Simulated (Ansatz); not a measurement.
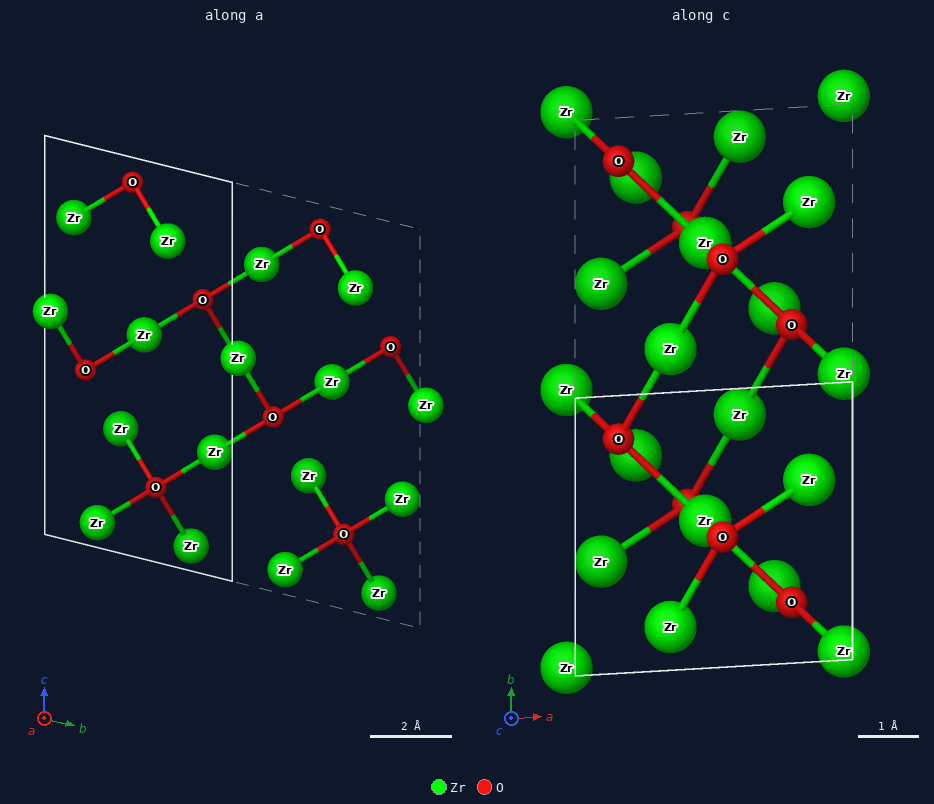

Ball-and-stick representation of a periodic structure, projected along the a axis and along the c axis. A block of 1×2×1 cells is shown, with one simulation cell in solid outline. Some atoms of the next cells are drawn as well.

Full input:
```yaml
crystal:
  lattice:
    - [0.0, -4.800288207, 0.0]
    - [0.0, 0.0, -4.800288207]
    - [9.6005764141, -2.4001441035, 2.4001441035]
  atoms:
    - { symbol: Zr, position: [0.71875, 0.28125, 0.0625] }
    - { symbol: Zr, position: [0.46875, 0.53125, 0.5625] }
    - { symbol: Zr, position: [0.59375, 0.90625, 0.3125] }
    - { symbol: Zr, position: [0.34375, 1.15625, 0.8125] }
    - { symbol: Zr, position: [0.21875, 0.78125, 0.0625] }
    - { symbol: Zr, position: [-0.03125, 1.03125, 0.5625] }
    - { symbol: Zr, position: [0.09375, 0.40625, 0.3125] }
    - { symbol: Zr, position: [-0.15625, 0.65625, 0.8125] }
    - { symbol: O, position: [-0.46875, 1.46875, 0.9375] }
    - { symbol: O, position: [-0.21875, 1.21875, 0.4375] }
    - { symbol: O, position: [0.40625, 0.59375, 0.1875] }
    - { symbol: O, position: [0.15625, 0.84375, 0.6875] }
basis:
  ecutwfc: 420
kpoints:
  mp_grid: { grid: [10, 10, 5] }
hamiltonian:
  xc: pbesol
scf:
  occupations: { method: gaussian, width: 0.15 }
output:
  forces: true
  stress: true
  eigenvalues: true
```
Run as:
```sh
ansatz run input.yaml --threads 2 --pin off --max-ram 5120MiB --backend cpu --events-out ev --progress --plain --runs-dir out
```

Run with DFT PBEsol, scalar-relativistic, plane waves, PAW (Ansatz) and these settings: 420 eV cutoff, a 10×10×5 grid in reciprocal space, Gaussian smearing of 0.15 eV, no spin polarisation.

> What is the band gap, if any?

A metal: bands cross the Fermi level.

> What is the computed pressure?

The computed pressure is 0.0 GPa, close to zero. The stress isn't hydrostatic: its largest component is 1.0 GPa.

The structure was taken from a structure listed in the Materials Project. The cell was then strained or its atoms displaced on purpose. It was the input of a calculation with Ansatz.
